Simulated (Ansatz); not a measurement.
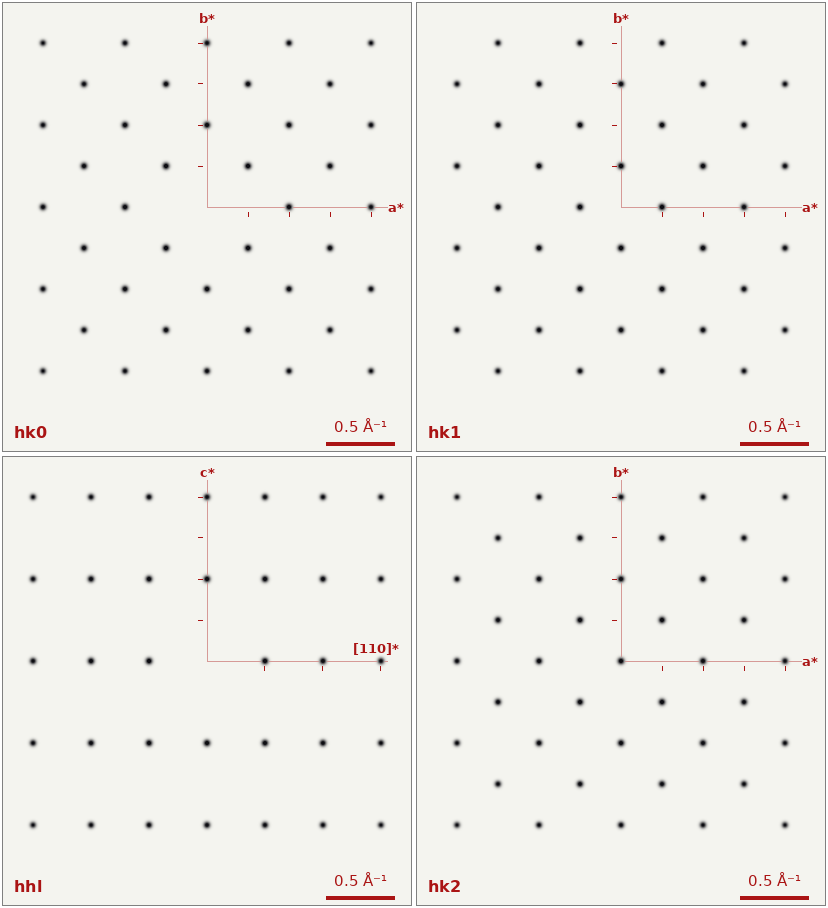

Four undistorted layers of reciprocal space, calculated for a single crystal (neutrons, kinematic |F|², B = 0.5 Å²). Tick marks count the reciprocal lattice steps of the conventional cell along each axis.

> Read the reciprocal cell and give the direct cell.

a* = 0.304, b* = 0.304, c* = 0.304 Å⁻¹; the cell is cubic with a = 3.29 Å.

> List the systematic absences.

Reflections are present only under these conditions. hkl: h + k + l = 2n; hk0: h + k = 2n; hhl: l = 2n; h00: h = 2n. The lattice is body-centred (I).

> Which space groups fit?

The intensities have Laue symmetry m-3m (the hk0 layer shows 4mm, hk1 shows 4mm). With these conditions the candidates are I432 (No. 211), I-43m (No. 217), Im-3m (No. 229). Diffraction geometry alone does not choose among them; the structure has Im-3m. The compound is Au. Structure: the input geometry of an electronic-structure calculation (not necessarily at equilibrium); the starting structure was generated, so it need not be a known form of this composition.
